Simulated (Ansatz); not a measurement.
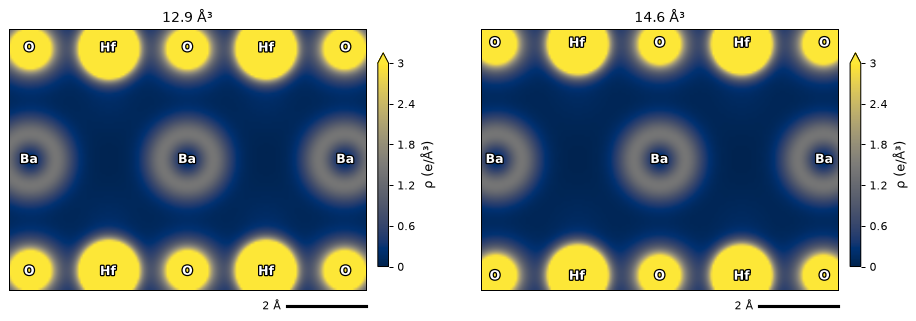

BaHfO$_{3}$. The valence electron density of cells scaled evenly to different volumes (given per atom above each panel), on the (101) plane of each (indices in the axes of the cell below), at one length scale and on one colour scale.

Started from the cubic perovskite prototype, which need not be the ambient phase.

Level of theory: DFT, HSE06, plane waves, PAW (Ansatz).

In a PAW calculation such maps are meaningful between the atoms, not at the nuclei.

The largest cell:

```
Ba Hf O
1.0
     4.17706    0.00000    0.00000
     0.00000    4.17706    0.00000
     0.00000    0.00000    4.17706
Ba Hf O
1 1 3
Direct
  0.00000 0.00000 0.00000
  0.50000 0.50000 0.50000
  0.50000 0.50000 0.00000
  0.50000 0.00000 0.50000
  0.00000 0.50000 0.50000
```

| volume (Å³/atom) | Hf–O contact in the plane (Å) | ρ at its midpoint (e/Å³) | pressure (GPa) | gap on the mesh (eV) | 
| --- | --- | --- | --- | --- |
| 12.90 | 2.005 | 0.943 | 26.7 | 5.38 | 
| 13.72 | 2.047 | ? | ? | ? | 
| 14.58 | 2.089 | 0.748 | −0.2 | 5.18 | 

> Estimate the missing row, and compare with the calculation.

Over the known rows ln ρ falls by 2.76 per Å of Hf–O distance (the line through the two), which gives 0.840 e/Å³ at 2.047 Å; the calculation gives 0.839 e/Å³. For the pressure, a straight line in volume between the neighbouring rows gives 13.6 GPa; the calculation gives 11.4, lower because pressure rises ever faster on compression. For the gap on the mesh, a straight line in volume between the neighbouring rows gives 5.28 eV; the calculation gives 5.31.
